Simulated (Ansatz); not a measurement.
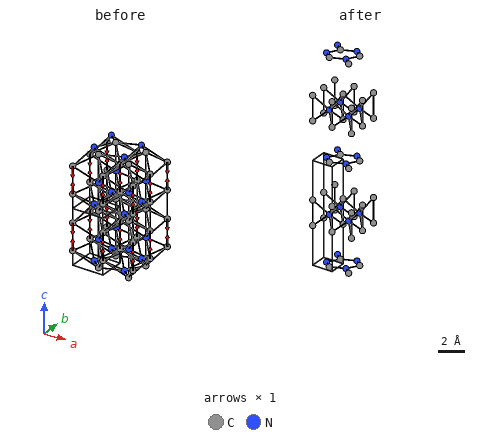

The structure of solid C3N2 (a generated structure, set up in P-6m2) (coarse preliminary run) before (left) and after (right) a relaxation, at one scale. The red arrows give the displacements (the part carried along by the change of the cell is left out), at their true length.

A ball-and-stick model of the cell of the calculation, repeated 2 × 2 × 2 with one cell outlined, seen slightly off an axis.

Computed with DFT PBE, scalar-relativistic, plane waves, PAW in Ansatz 0.2.0. (plane-wave cutoff 420 eV; k-point mesh 6 × 6 × 4; occupations gaussian; smearing width 0.1 eV; collinear spin; cell and atoms relaxed; force threshold 0.04 eV/Å; at most 70 steps)

What changed between the two?

The largest moves relative to the cell, 1.05 Å, are those of C atoms. N stays in place. The drawn cell changes as follows: a = b 3.739 → 2.404 Å (−35.7 %), c 4.591 → 8.477 Å (+84.7 %); the volume changes by −23.6 %. Near-neighbour distances that change, for instance: C–C 2.338 → 6.414 Å, C–N 2.295 → 4.239 Å, C–C 2.455 → 3.494 Å, C–N 2.455 → 3.494 Å. The space group stays P-6m2 (No. 187). The energy falls by 2240 meV per atom in 30 accepted moves (35 points after the start). Largest force component: 0.87 eV/Å at the start, 0.00055 eV/Å at the end. The pressure goes from −27.29 to 0.08 GPa. At 5 points the geometry stayed and the basis and grid were re-selected for the new cell (energy shift of 200 meV per atom at most each time). The program noted that the starting moments weren't kept. The run may lie on a higher electronic state than the lowest, so the end point isn't shown to be the ground-state structure.
